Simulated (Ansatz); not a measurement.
Sr8Ti8HO23 (cell with a defect)

Input file:

```
crystal:
  lattice:
    - [0.0, 0.0, -7.8728082307]
    - [0.0, -7.8728082307, 0.0]
    - [-7.8728082307, 0.0, 0.0]
  atoms:
    - { symbol: Sr, position: [0.25, 0.25, 0.25] }
    - { symbol: Sr, position: [0.75, 0.25, 0.25] }
    - { symbol: Sr, position: [0.25, 0.75, 0.25] }
    - { symbol: Sr, position: [0.75, 0.75, 0.25] }
    - { symbol: Sr, position: [0.25, 0.25, 0.75] }
    - { symbol: Sr, position: [0.75, 0.25, 0.75] }
    - { symbol: Sr, position: [0.25, 0.75, 0.75] }
    - { symbol: Sr, position: [0.75, 0.75, 0.75] }
    - { symbol: Ti, position: [0.0, 0.0, 0.5] }
    - { symbol: Ti, position: [0.5098071952, 0.0010939542, 0.5023817245], spin: 0.333 }
    - { symbol: Ti, position: [0.0, 0.5, 0.5] }
    - { symbol: Ti, position: [0.5, 0.5, 0.5] }
    - { symbol: Ti, position: [0.0, 0.0, 1.0] }
    - { symbol: Ti, position: [0.5007399806, 0.0035836581, 1.0030605212], spin: 0.333 }
    - { symbol: Ti, position: [0.0, 0.5, 1.0] }
    - { symbol: Ti, position: [0.5, 0.5, 1.0] }
    - { symbol: H, position: [0.5019498367, -0.0005299305, 0.2472893444], spin: 0.333 }
    - { symbol: O, position: [1.0, 0.0, 0.25] }
    - { symbol: O, position: [0.5, 0.5, 0.25] }
    - { symbol: O, position: [1.0, 0.5, 0.25] }
    - { symbol: O, position: [0.5, 0.0, 0.75] }
    - { symbol: O, position: [1.0, 0.0, 0.75] }
    - { symbol: O, position: [0.5, 0.5, 0.75] }
    - { symbol: O, position: [1.0, 0.5, 0.75] }
    - { symbol: O, position: [0.5, 0.25, 0.5] }
    - { symbol: O, position: [1.0, 0.25, 0.5] }
    - { symbol: O, position: [0.5, 0.75, 0.5] }
    - { symbol: O, position: [1.0, 0.75, 0.5] }
    - { symbol: O, position: [0.5, 0.25, 1.0] }
    - { symbol: O, position: [1.0, 0.25, 1.0] }
    - { symbol: O, position: [0.5, 0.75, 1.0] }
    - { symbol: O, position: [1.0, 0.75, 1.0] }
    - { symbol: O, position: [0.25, 0.0, 0.5] }
    - { symbol: O, position: [0.75, 0.0, 0.5] }
    - { symbol: O, position: [0.25, 0.5, 0.5] }
    - { symbol: O, position: [0.75, 0.5, 0.5] }
    - { symbol: O, position: [0.25, 0.0, 1.0] }
    - { symbol: O, position: [0.75, 0.0, 1.0] }
    - { symbol: O, position: [0.25, 0.5, 1.0] }
    - { symbol: O, position: [0.75, 0.5, 1.0] }
  host:
    lattice:
      - [3.9364041153, 0.0, 0.0]
      - [0.0, 3.9364041153, 0.0]
      - [0.0, 0.0, 3.9364041153]
    atoms:
      - { symbol: Sr, position: [0.5, 0.5, 0.5] }
      - { symbol: Ti, position: [0.0, 0.0, 0.0] }
      - { symbol: O, position: [0.5, 0.0, 0.0] }
      - { symbol: O, position: [0.0, 0.5, 0.0] }
      - { symbol: O, position: [0.0, 0.0, 0.5] }
basis:
  ecutwfc: 420
  xc_grid: 2
kpoints:
  mp_grid: { grid: [2, 2, 2], shift: [0.5, 0.5, 0.5] }
hamiltonian:
  xc: pbe
scf:
  occupations: { method: gaussian, width: 0.01 }
output:
  forces: true
  stress: false
  eigenvalues: true
  populations: true
  charged_corrections: { defect_position: [0.5, 0.0, 0.25] }
  write_density: true
  write_potential: true
  elf: true
  volumetric_format: npy
magnetization:
  spin_polarized: true
relax:
  adjacent_minimum: "off"
  f_tol: 0.025
  max_steps: 60
```

Launched as:

```sh
ansatz run input.yaml --threads 8 --pin off --max-ram 22528MiB --backend cpu --events-out ev --progress --plain --runs-dir out
```

The fields are those of the relaxed geometry.

Spin-polarised.

The calculation used DFT PBE, scalar-relativistic, plane waves, PAW (Ansatz).

> Predict the valence pseudo-density and electron localisation function between the atoms.

Ti–O (1.90 Å): ρ is about 0.79 e/Å³ halfway; the ELF peaks at about 0.85 in the valence shell of O, 0.6 Å from its nucleus, and is about 0.20 at the midpoint; no shared electron pair shows on this line.
Ti–H (2.04 Å): the density is about 0.35 e/Å³ at the midpoint; the ELF climbs to about 1 towards the hydrogen.
Sr–O (2.64 Å): ρ is about 0.19 e/Å³ halfway; the ELF is about 0.05 at the midpoint; a closed-shell, largely ionic contact.
Sr–H (2.72 Å): ρ is about 0.12 e/Å³ halfway; the ELF climbs to about 1 towards the hydrogen.

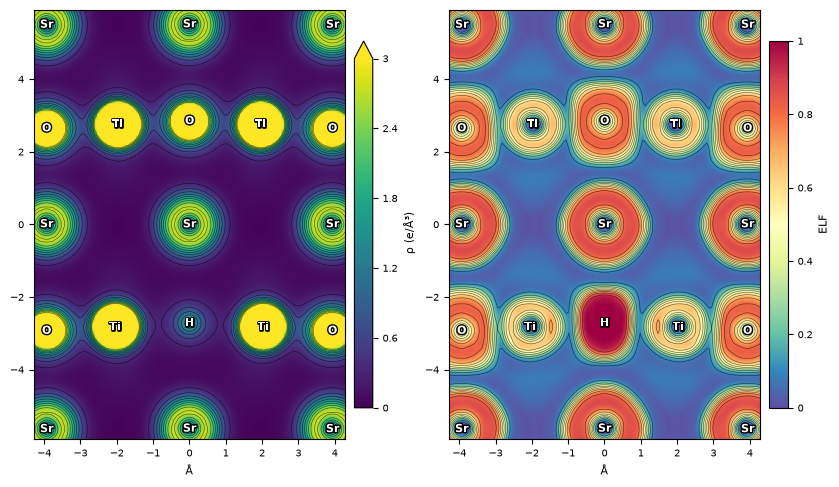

Computed valence pseudo-density and electron localisation function on the (11̄0) plane of the calculation cell, in this order. 

In a PAW calculation such maps are meaningful between the atoms, not at the nuclei.
